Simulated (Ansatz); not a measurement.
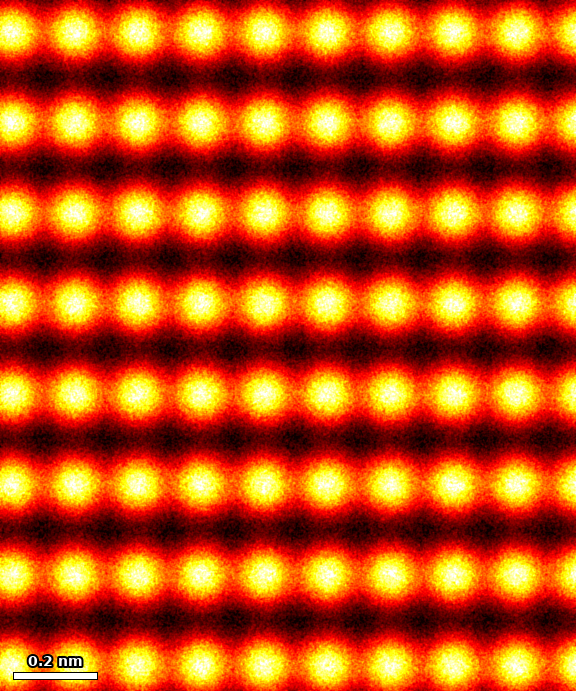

Dark-field STEM-like image of a crystal. Simulated incoherent Z contrast: every atom adds Z^1.7 spread by a probe of 1.07 Å full width; channelling and multiple scattering are left out. The display is stretched by a gamma of 0.8; percentages refer to the linear signal. Shot noise was added.

Question: Give the net of the columns and its spacings.

Answer: The pattern repeats on a rectangular net of 1.5 × 2.2 Å.

Question: What is the plane group of the image?

Answer: p2mm: mirror lines in two perpendicular directions, with twofold points where they cross.

Question: How many columns does the smallest repeating cell hold, and how many levels of brightness?

Answer: 1 column in the primitive cell of 3.4 Å², all of one brightness.

The crystal is W (Fmmm, No. 69) seen along [001]. Structure used: the geometry relaxed with DFT r2SCAN, scalar-relativistic, plane waves, PAW (Ansatz); the starting structure was generated, so it need not be a known form of this composition.
